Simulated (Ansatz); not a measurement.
**Ti3O2: single-point calculation**

System: Ti3O2 (R3, 20 atoms in the cell).
Method: DFT PBEsol, scalar-relativistic, plane waves, PAW (Ansatz 0.2.0).

The structure derives from a Materials Project entry. The run did not end well. It belongs to a series of runs on one base structure; here: the crystal opened by +0.50 A across the cut.

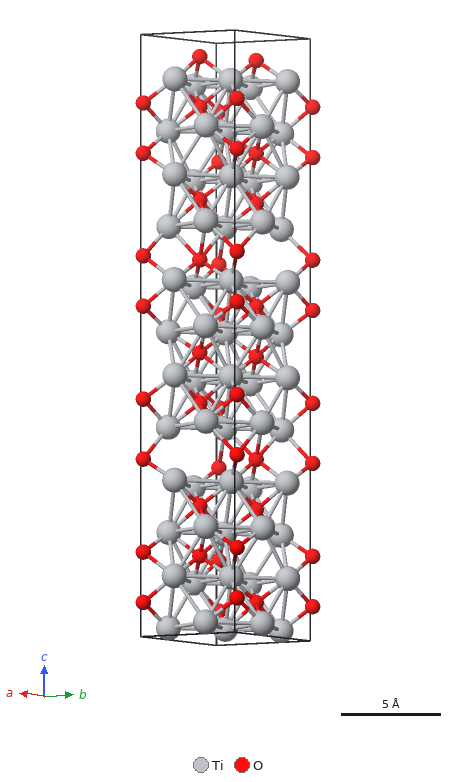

Fig. 1: The structure as given in the input (ball-and-stick view of the cell 3 times as large as that of the calculation, set on its symmetry axes, seen at an oblique angle). An atom can appear more than once, as a periodic image.

Outcome:

```csv
quantity,value
outcome,stopped at the time limit
space group (tolerance 0.01 Å),R3 (146)
electrons treated,192
free energy,−34195.6453 eV
Fermi energy,15.333 eV
pressure,−5.93 GPa
largest force (length of the vector),1.679 eV/Å
hardware,"2 threads of Arm Neoverse V2, 24 GiB of memory available, shared host"
wall time,3.5 min (CPU time 7 min)
peak memory,2.8 GiB
```

The run was cut off by its time limit, so the output is incomplete. Warnings of the run: the k-point mesh lowers the symmetry that the run can use.

Input:
```yaml
crystal:
  lattice:
    - [-5.0583340941, 0.0, 0.0]
    - [-2.5291670471, -4.3806458263, 0.0]
    - [-2.5291670471, -1.4602152754, 10.3096391102]
  atoms:
    - { symbol: Ti, position: [0.2092962522, 0.8799977501, 0.2941567497] }
    - { symbol: Ti, position: [0.7173793027, 0.3880808006, 0.7699075982] }
    - { symbol: Ti, position: [0.8799977501, 0.550699248, 0.2941567497] }
    - { symbol: Ti, position: [0.3880808006, 0.0587822985, 0.7699075982] }
    - { symbol: Ti, position: [0.550699248, 0.2092962522, 0.2941567497] }
    - { symbol: Ti, position: [0.0587822985, 0.7173793027, 0.7699075982] }
    - { symbol: Ti, position: [0.955254727, 0.2966577228, 0.0562813254] }
    - { symbol: Ti, position: [0.4633377774, 0.8047407732, 0.532032174] }
    - { symbol: Ti, position: [0.6259562249, 0.955254727, 0.0562813254] }
    - { symbol: Ti, position: [0.1340392753, 0.4633377774, 0.532032174] }
    - { symbol: Ti, position: [0.2966577228, 0.6259562249, 0.0562813254] }
    - { symbol: Ti, position: [0.8047407732, 0.1340392753, 0.532032174] }
    - { symbol: O, position: [0.0922702, 0.0922702, 0.6573394] }
    - { symbol: O, position: [0.5841871495, 0.5841871495, 0.1815885515] }
    - { symbol: O, position: [0.1758083507, 0.1758083507, 0.4067249479] }
    - { symbol: O, position: [0.6838914012, 0.6838914012, 0.8824757965] }
    - { symbol: O, position: [0.3463117252, 0.3463117252, 0.8952148243] }
    - { symbol: O, position: [0.8382286748, 0.8382286748, 0.4194639757] }
    - { symbol: O, position: [0.4298498759, 0.4298498759, 0.6446003722] }
    - { symbol: O, position: [0.9217668255, 0.9217668255, 0.1688495236] }
basis:
  ecutwfc: 420
kpoints:
  mp_grid: { grid: [9, 9, 4] }
hamiltonian:
  xc: pbesol
scf:
  occupations: { method: gaussian, width: 0.15 }
output:
  forces: true
  stress: true
  eigenvalues: true
```

Run as:
```bash
ansatz run input.yaml --threads 2 --pin off --max-ram 5120MiB --backend cpu --events-out ev --progress --plain --runs-dir out
```

Output:
```
Warning: crystal.symmetry: narrowed to the stabiliser of the k-point mesh — unitary ops 3 → 1; excluded 2 operations that carry a point of the 9×9×4 mesh (shift [0, 0, 0]) off the mesh (the run samples exactly the mesh kpoints.mp_grid names, as under crystal.symmetry.detect: false, and its converged state has the mesh's symmetry, not the crystal's; ε∞, the Born charges and the force constants of a linear response (`dielectric:` by the response, `phonons.method: dfpt`) are averaged over those of the crystal's operations that the state keeps within a tolerance, where `mesh_tensors`, `unaveraged_element` or `gamma_mean_max_change_ev_ang2` stands beside them; a row that `dielectric.field_direction` solves alone is averaged likewise, with nothing beside; a Γ-centred mesh of equal divisions is mapped onto itself by every operation and keeps the whole group, as does a half-shifted one under kpoints.further_shifts: images)
Engine: ansatz 0.2.0, aarch64-unknown-linux-gnu
Pseudopotentials: kind: paw
Pseudopotential: Ti, paw, valence charge 12, recommended cutoff 420 eV (normal), Ti.paw.azcp
Pseudopotential: O, paw, valence charge 6, recommended cutoff 420 eV (normal), O.paw.azcp
Functional definition: PBEsol
  exchange = pbesol_x
  correlation = pbesol_c
Crystal: 20 atoms, lattice volume = 228.449 Å³
Basis set: ecut = 420 eV, 4481 PW (Γ), exchange–correlation on 72×72×144 points (8 copies of the dense FFT grid, shifted against one another)
Bands: 116, of which v1, the nominal top of the filled ones, is band 96 counted from 1 (95 counted from 0)
Symmetry: 1 space group operations
k-points: 163 of 324 (time reversal used)
Non-local potential: Ti, projectors of the file, l = 0: 3, l = 1: 2, l = 2: 3, l = 3: 1
Non-local potential: O, projectors of the file, l = 0: 2, l = 1: 2, l = 2: 1
PAW form: soft (Blöchl's): semilocal exchange-correlation on the pseudo side does not see the compensation charge
PAW frozen core: Ti, regenerated for the run's functional, and the local potential with it (the file was generated under x = pbe(κ = 0.804, μ = 0.2195149727645171), c = pbe(β = 0.06672455060314922))
PAW frozen core: O, regenerated for the run's functional, and the local potential with it (the file was generated under x = pbe(κ = 0.804, μ = 0.2195149727645171), c = pbe(β = 0.06672455060314922))
PAW one-centre angular grid: Ti, 590 points (default); XC on 64 Gauss nodes
PAW one-centre angular grid: O, 110 points (default); XC on 64 Gauss nodes
Initial density: superposition of atomic densities (neutral atoms: chi_scale 0, normalization atom), corrected by the library's trained network
Initial wavefunctions: pseudopotential atomic-orbital guess
Functional: x = pbesol(κ = 0.804, μ = 0.12345679012345678), c = pbesol(β = 0.046)
SCF iter   1: F=—  HF=-34195.734439 eV  |F-HF|=—  |Δ(HF+E_count)|=         —  Δρ=1.47e-2  dr2=5.40e-1  ethr=1.77e-3  ⟨swp⟩=5.8  Hψ=73522  notcnv=0
preconditioner: auto → Kerker (q_TF=auto, 2.650 Å⁻¹)  [metal: Δε(μ)=0.001 eV  Ē_g=8.763 eV  σ=0.150 eV  W_gap=0.01  n_scr=68 (ndim 8)  ℏωp=24.1 eV  f_vac=0.000  D(μ)=7.15/eV (n_scr^D=42)]
SCF iter   2: F=—  HF=-34195.659369 eV  |F-HF|=—  |Δ(HF+E_count)|=   7.51e-2  Δρ=6.05e-3  dr2=1.22e-1  ethr=2.81e-4  ⟨swp⟩=2.0  Hψ=26897  notcnv=0  defer=1639
SCF iter   3: F=—  HF=-34195.646582 eV  |F-HF|=—  |Δ(HF+E_count)|=   1.28e-2  Δρ=1.48e-3  dr2=1.18e-2  ethr=6.33e-5  ⟨swp⟩=2.0  Hψ=19740  notcnv=0  defer=1639
SCF iter   4: F=—  HF=-34195.645628 eV  |F-HF|=—  |Δ(HF+E_count)|=   9.54e-4  Δρ=4.91e-4  dr2=1.92e-3  ethr=6.15e-6  ⟨swp⟩=2.7  Hψ=22703  notcnv=0  defer=1639
SCF iter   5: F=—  HF=-34195.645375 eV  |F-HF|=—  |Δ(HF+E_count)|=   2.53e-4  Δρ=2.12e-4  dr2=3.47e-4  ethr=1.00e-6  ⟨swp⟩=2.0  Hψ=22442  notcnv=0  defer=1639
SCF iter   6: F=—  HF=-34195.645323 eV  |F-HF|=—  |Δ(HF+E_count)|=   5.20e-5  Δρ=9.22e-5  dr2=4.80e-5  ethr=1.81e-7  ⟨swp⟩=2.0  Hψ=22801  notcnv=0  defer=1639
SCF iter   7: F=—  HF=-34195.645305 eV  |F-HF|=—  |Δ(HF+E_count)|=   1.79e-5  Δρ=3.38e-5  dr2=5.97e-6  ethr=2.50e-8  ⟨swp⟩=2.0  Hψ=25276  notcnv=0  defer=1729
SCF iter   8: F=—  HF=-34195.645304 eV  |F-HF|=—  |Δ(HF+E_count)|=   7.61e-7  Δρ=9.30e-6  dr2=4.17e-7  ethr=3.11e-9  ⟨swp⟩=2.0  Hψ=24111  notcnv=0  defer=1729
SCF iter   9: F=-34195.645304 eV  HF=-34195.645304 eV  |F-HF|=2.06e-8  |Δ(HF+E_count)|=   5.64e-8  Δρ=3.18e-6  dr2=2.76e-8  ethr=5.21e-11  ⟨swp⟩=13.1  Hψ=79291  notcnv=0
SCF 1 converged in 9 iterations: F = -34195.645304 eV  dr2 = 2.76e-8
  greatest PAW one-centre occupation: 0.999 electrons in one spin orbital (limit 2), on the Ti atom at site 5 (counted from 0), in its partial waves of l = 0
```

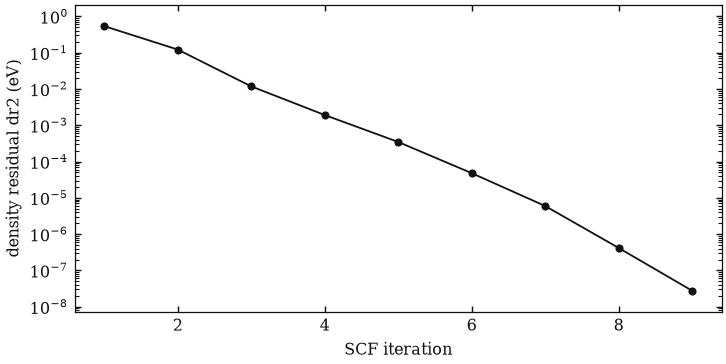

Fig. 2: Convergence of the self-consistent field: density residual dr2 against the SCF iteration. The residual falls at every step. The field converged; the run failed or was cut off later.

```
SCF converged after 9 iterations
Free energy (F): -34195.645304 eV
Harris-Foulkes:  -34195.645304 eV  (|F-HF|=2.06e-8)
Internal energy: -34195.561480 eV  (E = F + TS)
E sigma→0 (E₀):  -34195.603392 eV
Entropy (-TS):   -0.083824 eV (-4.191 meV/atom)
Fermi energy:    15.332835 eV
--- Per-component energies (eV) ---
  E_band       = -1542.804198
  E_kinetic    = 4696.787055
  E_local      = -11699.447525  (includes V_loc(G=0)·N_el)
  E_nonlocal   = 497.903983
  E_hartree    = 4759.704619
  E_xc         = -1755.752269
  E_vxc        = -2223.630008  (∫ρ·V_xc dr)
  E_paw        = -13491.175641  (= ΣΔE_a)
  E_vpaw       = -2333.846907  (= ΣTr[D̂ρ^β])
  E_aug_tail   = 0.020661  (compensation charges beyond the density's cutoff)
  E_ewald      = -17205.557278
  E_core_change = 1.954915  (= ΣΔE_core)
  E_smearing   = -0.083824  (= −TS)
  E_closure    = -0.000000  (closes the sum)
  Σ components = -34195.645304   (vs F -34195.645304, Δ=0.00e0)
--- Forces (eV/Å), atoms counted from 1 ---
  atom   1  Ti     0.04299035    -0.02796951    -0.02770692
  atom   2  Ti     0.06879179    -0.25993731     0.87681265
  atom   3  Ti    -0.04542673    -0.02347916    -0.02779751
  atom   4  Ti    -0.25919343     0.06997100     0.87681827
  atom   5  Ti     0.00250093     0.05080808    -0.02770097
  atom   6  Ti     0.19025212     0.18911048     0.87662443
  atom   7  Ti    -0.16715096    -0.12081740    -1.66625078
  atom   8  Ti     0.02986805    -0.02619863     0.05299251
  atom   9  Ti     0.18838582    -0.08429947    -1.66641181
  atom  10  Ti     0.00781621     0.03919180     0.05292742
  atom  11  Ti    -0.02107903     0.20555111    -1.66619294
  atom  12  Ti    -0.03769047    -0.01225802     0.05296889
  atom  13  O      0.00001230    -0.00002239    -0.21170302
  atom  14  O      0.00001859    -0.00000287    -0.52187592
  atom  15  O     -0.00002303    -0.00007233    -0.05671668
  atom  16  O      0.00000548     0.00033114     1.37182953
  atom  17  O     -0.00002497     0.00012069     1.56973494
  atom  18  O      0.00001132     0.00001661     0.03863566
  atom  19  O     -0.00002101    -0.00005452     0.12935471
  atom  20  O     -0.00004325     0.00001099    -0.02642799
  max |Σ_I F_I| component: 8.55e-5 eV/Å
--- Stress (GPa, compression-positive) ---
       -3.630353       0.000098      -0.000276
        0.000097      -3.629985       0.000291
       -0.000276       0.000291     -10.526634
  P = ⅓ Tr σ = -5.9290 GPa (-59.290 kbar)
--- Band table (eV; the first three rows and the last of 163) ---
  k-point 0: bands = ["-41.7795", "-41.7206", "-41.6755", "-41.6755", "-41.6725", "-41.6408", "-41.5917", "-41.5917", "-41.5776", "-41.5776", "-41.5706", "-41.5706", "-18.7333", "-18.5402", "-18.4658", "-18.4444", "-18.4034", "-18.4034", "-18.3222", "-18.3109", "-18.3108", "-18.2930", "-18.2444", "-18.2132", "-18.2132", "-18.1812", "-18.1802", "-18.1801", "-18.0994", "-18.0994", "-18.0607", "-18.0607", "-18.0477", "-18.0067", "-18.0067", "-17.9976", "-17.9584", "-17.9584", "-17.9390", "-17.8249", "-17.7776", "-17.7776", "-17.7147", "-17.7147", "-17.7074", "-17.7074", "-17.7009", "-17.7009", "-6.3307", "-5.8490", "-5.5646", "-5.5268", "-5.4897", "-5.4193", "-4.5704", "-4.2813", "6.5089", "6.8949", "6.8949", "7.2698", "7.4010", "7.4010", "7.6125", "7.7620", "7.8394", "7.8394", "8.0180", "8.0180", "8.3559", "8.3559", "8.5227", "8.5770", "8.5770", "8.6011", "8.9453", "8.9453", "9.1690", "9.4680", "9.8492", "9.8492", "11.9122", "13.2617", "13.5003", "14.2259", "14.2259", "14.2766", "14.2766", "14.3526", "14.5464", "14.5464", "14.5927", "14.9147", "14.9836", "14.9919", "14.9920", "15.0987", "15.2849", "15.2849", "15.7246", "15.7246", "16.1201", "16.1201", "16.2104", "16.2104", "16.4328", "16.4328", "16.6840", "16.9997", "17.0207", "17.0208", "17.0626", "17.0626", "17.1747", "17.1747", "17.3408", "17.3721"]
  k-point 1: bands = ["-41.7793", "-41.7215", "-41.6755", "-41.6755", "-41.6711", "-41.6414", "-41.5917", "-41.5917", "-41.5776", "-41.5776", "-41.5706", "-41.5706", "-18.7244", "-18.5621", "-18.4650", "-18.4309", "-18.4020", "-18.4008", "-18.3399", "-18.3216", "-18.3189", "-18.2920", "-18.2284", "-18.1996", "-18.1986", "-18.1791", "-18.1759", "-18.1741", "-18.1109", "-18.1091", "-18.0697", "-18.0670", "-18.0455", "-18.0031", "-18.0026", "-17.9987", "-17.9590", "-17.9568", "-17.9315", "-17.8322", "-17.7775", "-17.7775", "-17.7147", "-17.7147", "-17.7072", "-17.7072", "-17.7011", "-17.7010", "-6.3173", "-5.8868", "-5.5640", "-5.5248", "-5.4893", "-5.3915", "-4.5769", "-4.2813", "6.5463", "6.9051", "6.9090", "7.1367", "7.3460", "7.3567", "7.6438", "7.8375", "7.8988", "7.9078", "8.0241", "8.0254", "8.3360", "8.3462", "8.5389", "8.5567", "8.5826", "8.6131", "8.9480", "8.9612", "9.1105", "9.4075", "9.8486", "9.8509", "12.0796", "12.9672", "13.7144", "14.2136", "14.2232", "14.2672", "14.2964", "14.2968", "14.5512", "14.5541", "14.5653", "14.8767", "14.8775", "14.8881", "15.0303", "15.1539", "15.3765", "15.4400", "15.7746", "15.7756", "15.9234", "15.9940", "16.2591", "16.3877", "16.4681", "16.4844", "16.6907", "16.8090", "16.9562", "16.9792", "17.0326", "17.0764", "17.0996", "17.1839", "17.2387", "17.4018"]
  k-point 2: bands = ["-41.7790", "-41.7225", "-41.6755", "-41.6755", "-41.6697", "-41.6421", "-41.5917", "-41.5917", "-41.5776", "-41.5776", "-41.5706", "-41.5706", "-18.7137", "-18.5832", "-18.4626", "-18.4246", "-18.3992", "-18.3991", "-18.3399", "-18.3287", "-18.3286", "-18.3069", "-18.2083", "-18.1846", "-18.1846", "-18.1801", "-18.1680", "-18.1680", "-18.1232", "-18.1232", "-18.0761", "-18.0761", "-18.0428", "-18.0077", "-17.9959", "-17.9959", "-17.9575", "-17.9575", "-17.9231", "-17.8407", "-17.7775", "-17.7775", "-17.7147", "-17.7147", "-17.7070", "-17.7070", "-17.7012", "-17.7012", "-6.3023", "-5.9229", "-5.5637", "-5.5236", "-5.4890", "-5.3655", "-4.5835", "-4.2813", "6.5951", "6.9208", "6.9208", "7.0218", "7.3071", "7.3071", "7.6561", "7.8959", "7.9662", "7.9662", "8.0302", "8.0303", "8.3251", "8.3251", "8.5158", "8.5158", "8.6161", "8.7068", "8.9636", "8.9636", "8.9868", "9.3642", "9.8503", "9.8503", "12.3861", "12.6123", "13.9113", "14.1106", "14.2182", "14.2182", "14.3051", "14.3051", "14.5310", "14.5891", "14.5891", "14.7875", "14.7875", "14.8576", "15.0625", "15.1964", "15.5752", "15.5752", "15.6432", "15.6432", "16.0775", "16.0775", "16.2060", "16.2060", "16.5495", "16.5495", "16.6966", "16.8271", "16.8271", "16.9638", "17.0072", "17.0072", "17.1078", "17.1079", "17.1493", "17.4593"]
  k-point 162: bands = ["-41.7243", "-41.7164", "-41.6894", "-41.6560", "-41.6507", "-41.6192", "-41.6149", "-41.6126", "-41.5986", "-41.5971", "-41.5881", "-41.5788", "-18.6245", "-18.5805", "-18.5198", "-18.4869", "-18.4658", "-18.4394", "-18.3838", "-18.3019", "-18.2771", "-18.2311", "-18.2113", "-18.1787", "-18.1610", "-18.1533", "-18.1391", "-18.1222", "-18.0967", "-18.0799", "-18.0603", "-18.0513", "-18.0417", "-18.0143", "-17.9976", "-17.9640", "-17.9102", "-17.8878", "-17.8606", "-17.8577", "-17.8303", "-17.8250", "-17.8091", "-17.7918", "-17.7796", "-17.7422", "-17.7295", "-17.7114", "-5.8528", "-5.8099", "-5.7004", "-5.6213", "-5.5442", "-5.4986", "-4.5323", "-4.4227", "6.7232", "6.9958", "7.0301", "7.1722", "7.3405", "7.3782", "7.4911", "7.6643", "7.7117", "7.7871", "7.9329", "8.1409", "8.2617", "8.3754", "8.4460", "8.5933", "8.6762", "8.7708", "8.8904", "8.9860", "9.0944", "9.4709", "9.7438", "10.1493", "13.0294", "13.0800", "13.1772", "13.4283", "13.5076", "13.6435", "13.7260", "13.8272", "14.0634", "14.2420", "14.5077", "14.6514", "14.7387", "14.9134", "15.1666", "15.2398", "15.6179", "15.7824", "15.9096", "16.0006", "16.2366", "16.3110", "16.4422", "16.4863", "16.7122", "16.8940", "16.9800", "17.0583", "17.1050", "17.1804", "17.2692", "17.2736", "17.3684", "17.3979", "17.4505", "17.5492"]
```
